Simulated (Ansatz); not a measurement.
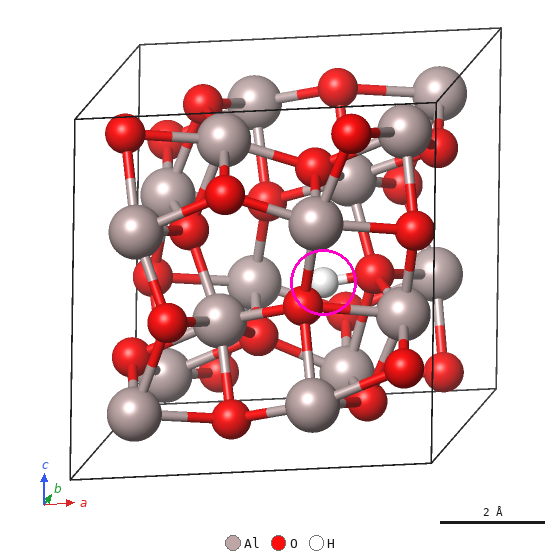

The figure gives a ball-and-stick picture of the atoms, viewed slightly off an axis. Thin lines show the supercell, with boundary atoms drawn in all their periodic places. The host is Al2O3, in a cell of 40 sites, and the cell carries a charge of +1. A ring marks the defect's site.

> Name the defect and give its surroundings.

An interstitial hydrogen atom. It is bonded to one O at about 1.0 Å. Not all metal-metal contacts are counted.

The atoms were relaxed in the host's cell with DFT PBE, scalar-relativistic, plane waves, PAW (Ansatz 0.2.0).
